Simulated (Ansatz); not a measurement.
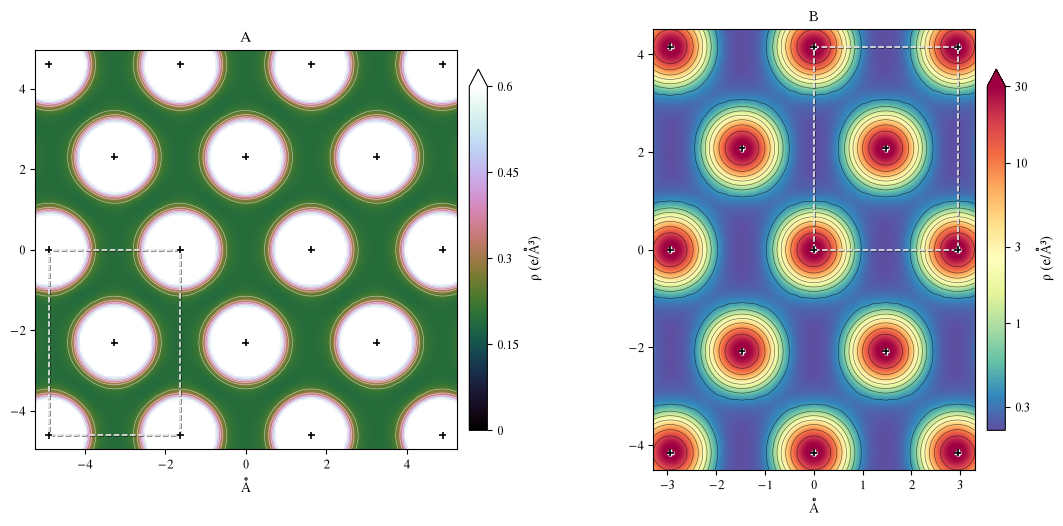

The valence pseudo-density of 2 systems, each on a plane through atoms (crosses mark nuclei in the plane).

All numbers below come from Kohn-Sham DFT of a periodic cell, HSE06, Ansatz PAW (Ansatz).

System 1: Fe, the (011) plane of the conventional cell. Space group Im-3m; computed pressure about −7 GPa in this cell; spin-polarised.

```
Fe
1.0
     2.94260    0.00000    0.00000
     0.00000    2.94260    0.00000
     0.00000    0.00000    2.94260
Fe
2
Direct
  0.00000 0.00000 0.00000
  0.50000 0.50000 0.50000
```

System 2: Ti, the (101̄) plane of the conventional cell. Space group Im-3m.

```
Ti
1.0
     3.25997    0.00000    0.00000
     0.00000    3.25997    0.00000
     0.00000    0.00000    3.25997
Ti
2
Direct
  0.00000 0.00000 0.00000
  0.50000 0.50000 0.50000
```

Q: Match each panel to its system.

A: Panel A is system 2, Ti: the plane holds Ti. Ti–Ti (2.82 Å): ρ at the midpoint is about 0.19 e/Å³. Panel B is system 1, Fe: the plane holds Fe. Fe–Fe (2.55 Å): the density is about 0.3 e/Å³ at the midpoint.
